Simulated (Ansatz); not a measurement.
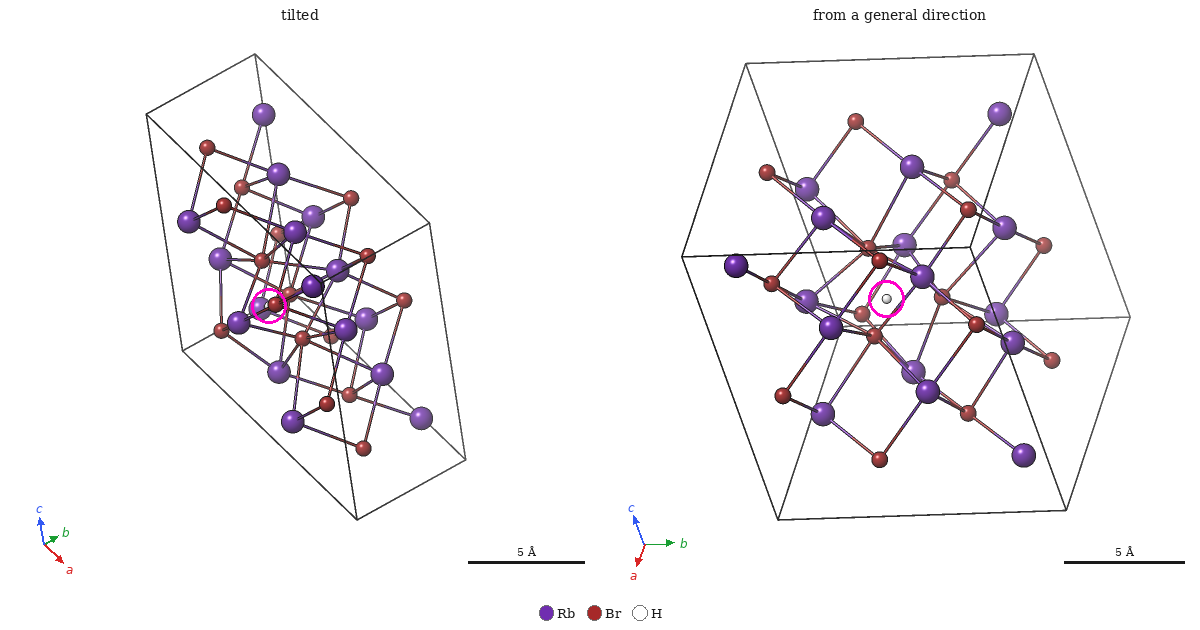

A ball-and-stick rendering, viewed slightly off an axis and from a general direction. Thin lines show the supercell, with boundary atoms drawn in all their periodic places. The host is RbBr, in a cell of 32 sites, and the cell carries a charge of +1. A ring marks the defect's site.

Q: How does this supercell depart from the perfect host?

A: An interstitial hydrogen atom. It is bonded to no bonds drawn.

The atoms were relaxed in the host's cell with Ansatz, DFT PBE, scalar-relativistic, plane waves, PAW.
